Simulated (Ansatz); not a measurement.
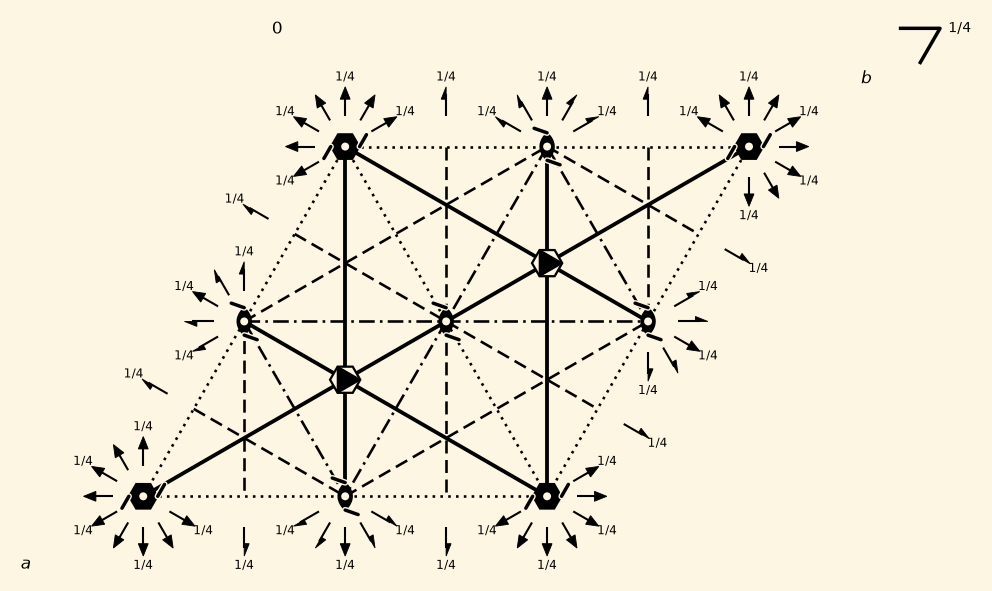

Symmetry elements of a space group, projected down c, computed from the operations of a computed or model structure of composition Ti, which need not be its known form.

Graphical symbols as in the International Tables (origin upper left, heights as fractions; handed screw axes are marked by their printed symbols).

### Give the Hermann–Mauguin symbol and number.

P6_3/mmc, No. 194; primitive hexagonal, point group 6/mmm, 24 general positions a cell.

### List the elements shown.

−6 axes along c at (1/3, 2/3), (2/3, 1/3); 6₃ axes along c at (0, 0); 2₁ axes along c at (0, 1/2), (1/2, 0), (1/2, 1/2); inversion centres at (0, 0), (0, 1/2), (1/2, 0), (1/2, 1/2); mirror planes holding c and [1 2 0] or [2 1 0] or [−1 1 0]; in-plane glide planes holding c and [1 2 0] or [2 1 0] or [−1 1 0]; c glide planes normal to a*, at x = 0; n glide planes normal to a*, at x = 1/2; c glide planes normal to b*, at y = 0; n glide planes normal to b*, at y = 1/2; c glide planes holding c and [1 1 0]; diagonal glide planes holding c and [1 1 0]; a mirror plane normal to c at height 1/4; 2 axes along [1 1 0] at height 0; 2 axes along [1 2 0] at height 1/4; 2 axes along [2 1 0] at height 1/4; 2 axes along [−1 1 0] at height 1/4; 2 axes along a at height 0; 2 axes along b at height 0; 2₁ axes along [1 1 0] at height 0; 2₁ axes along [1 2 0] at height 1/4; 2₁ axes along [2 1 0] at height 1/4; 2₁ axes along [−1 1 0] at height 1/4; 2₁ axes along a at height 0; 2₁ axes along b at height 0. Heights repeat every half period; positions are (a, b) fractions, modulo 1.
